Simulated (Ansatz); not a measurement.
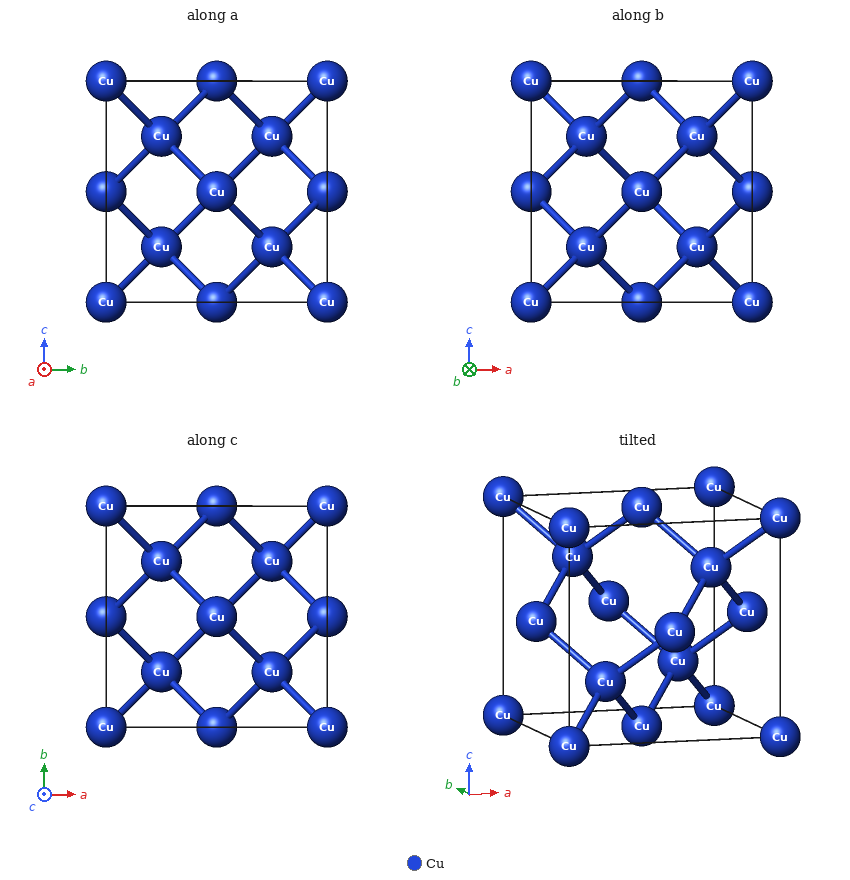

Ball-and-stick model, viewed along the a axis, along the b axis, along the c axis and slightly off an axis. The wireframe shows the conventional unit cell.

Lattice parameters: a = 5.178 Å, b = 5.178 Å, c = 5.178 Å, α = 90.00°, β = 90.00°, γ = 90.00°.

Reconstruct the structure as a table of Wyckoff sites.

Answer. Space group Fd-3m:1 (No. 227).
```
atom  site       x       y       z
  Cu    8a  0.2500  0.7500  0.7500
```

Its origin is a structure type filled with this element by a generator (whether the element takes this form wasn't checked). Earlier steps of the study may have refined or changed the cell and positions. Ansatz was used for an electronic-structure calculation on it.
